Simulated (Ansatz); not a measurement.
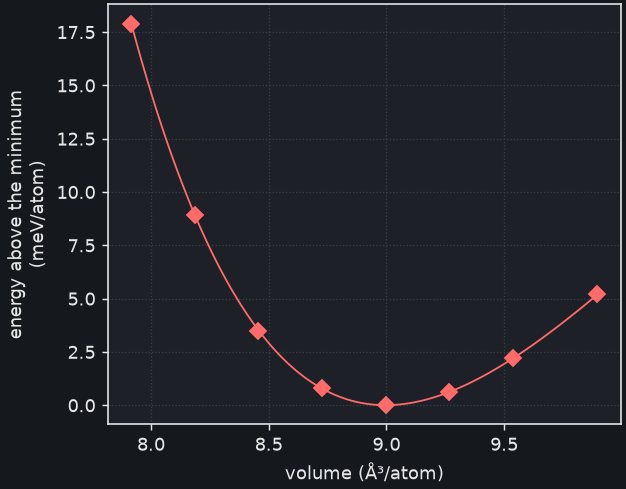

The plot gives the computed energy above the minimum against volume.

Computed with Ansatz 0.2.0: third-order Birch-Murnaghan fit to density functional energies at scaled volumes of the given relaxed cell, shape and atoms relaxed at each volume; energies count from the fitted minimum; plane waves with PAW datasets, Γ-centred k mesh. Level: PBE with D3(BJ), no spin polarisation.

For which of these solids was it computed?
A. SnS₂, P-3m1 (No. 164)
B. BN, P6_3/mmc (No. 194)
C. As, R-3m (No. 166)

B, BN: energy above the minimum from 0.0 meV/atom to 17.9 meV/atom, V0 8.996 Å³/atom, B0 27.4 GPa. The others give: SnS₂, energy above the minimum from 0.0 meV/atom to 42.5 meV/atom, V0 22.58 Å³/atom, B0 25.9 GPa; As, energy above the minimum from −0.1 meV/atom to 63.6 meV/atom, V0 20.9 Å³/atom, B0 48.6 GPa.

For BN, limits of the calculation: pressure derivative unusual.

For SnS₂, limits of the calculation: odd k mesh can miss points on the zone edge; pressure derivative unusual.
